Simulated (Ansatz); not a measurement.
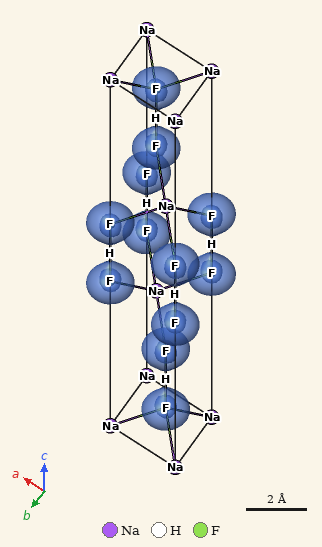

Figure. NaHF2. Isosurface of the electron localisation function at 0.75 (blue), seen at an oblique angle. Only the valence region is drawn (cores and ρ < 0.01 e/Å³ removed). Sticks mark near contacts.

Space group R-3m.

Level of theory: DFT PBEsol, scalar-relativistic, plane waves, PAW (Ansatz 0.2.0).

```
Na H F
1.0
     3.47400    0.00000    0.00000
    -1.73700    3.00857    0.00000
     0.00000    0.00000   13.75000
Na H F
3 3 6
Direct
  0.00000 0.00000 0.00000
  0.66667 0.33333 0.33333
  0.33333 0.66667 0.66667
  0.33333 0.66667 0.16667
  0.00000 0.00000 0.50000
  0.66667 0.33333 0.83333
  0.33333 0.66667 0.08427
  0.00000 0.00000 0.41760
  0.66667 0.33333 0.75093
  0.33333 0.66667 0.24907
  0.00000 0.00000 0.58240
  0.66667 0.33333 0.91573
```

**Identify the bonds, lone pairs and shells in this picture.**

The ELF exceeds this value in six regions on F in which the atom's valence shell and bonds are merged, counted in one cell of 12 atoms. Any copies at cell faces, edges or corners count once.

Values along the shortest contacts:
F–H (1.13 Å): the ELF peaks at about 0.80 between the atoms. Na–F (2.32 Å): the ELF is about 0.05 at the midpoint: a largely ionic contact.

**Metal or insulator at this level of theory?**

It is gapped, with a Kohn–Sham gap of 6.9 eV on the k-point mesh, an upper bound to the gap of this method.
